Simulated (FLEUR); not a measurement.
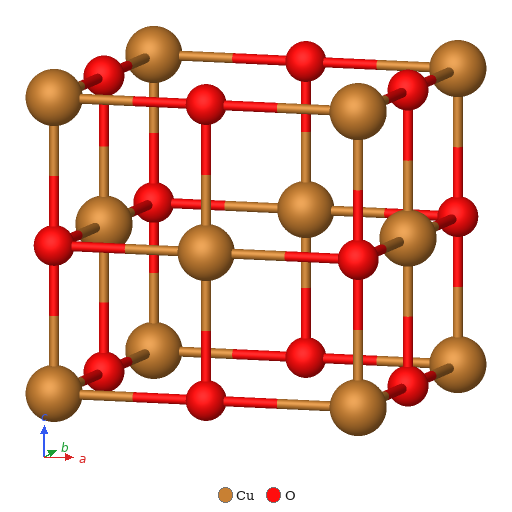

System: CuO, space group P4/mmm (No. 123). The picture shows the conventional cell.

Structure:
```
Cu O
1.0
     4.16094    0.00000    0.00000
     0.00000    4.16094    0.00000
     0.00000    0.00000    3.88764
Cu O
3 3
Direct
  0.50000 0.00000 0.50000
  0.00000 0.50000 0.50000
  0.00000 0.00000 0.00000
  0.00000 0.00000 0.50000
  0.50000 0.00000 0.00000
  0.00000 0.50000 0.00000
```

Calculation (FLEUR MaX-R8.1 (later development tree)): all-electron LAPW DFT, no spin polarisation; energies at scaled volumes of the given cell, shape and fractions fixed, counted from the fit's minimum, third-order Birch-Murnaghan fit. Level: PBEsol.

```tsv
setting	value
k mesh	7×7×7
occupations	Fermi–Dirac
smearing width	0.05 eV
potentials	all electron
program settings	basis FLAPW, kmax 5.24 1/bohr
```

What does the calculation give for the energy against volume? The volume takes the values 10.54, 10.77, 11.22, 11.67, 11.89 Å³/atom.

A third-order Birch–Murnaghan fit gives V0 = 10.81 Å³/atom, B0 = 163 GPa and B′ = 4.6. The energy is 3.43 meV/atom at volume 10.54 Å³/atom and 45.97 meV/atom at 11.89 Å³/atom; the lowest computed point is at volume 10.77 Å³/atom (0.06 meV/atom).

```tsv
volume (Å³/atom)	energy (meV/atom)
10.54	3.43
10.77	0.06
11.22	7.35
11.67	29.91
11.89	45.97
```

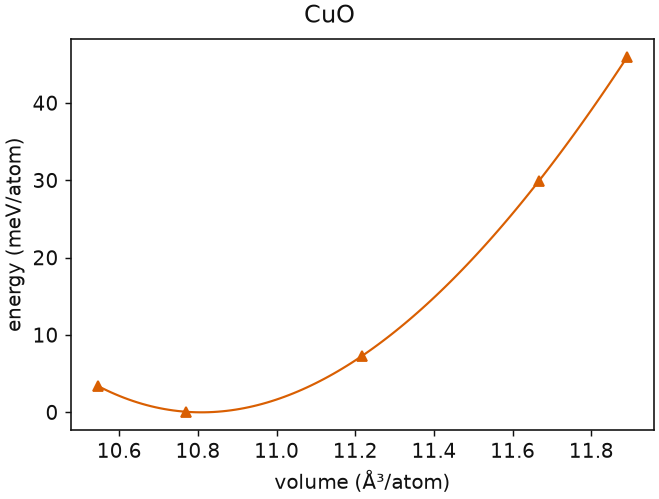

Keep in mind: shape and atomic fractions are frozen while scaling, which makes layered, chain and framework solids too stiff.
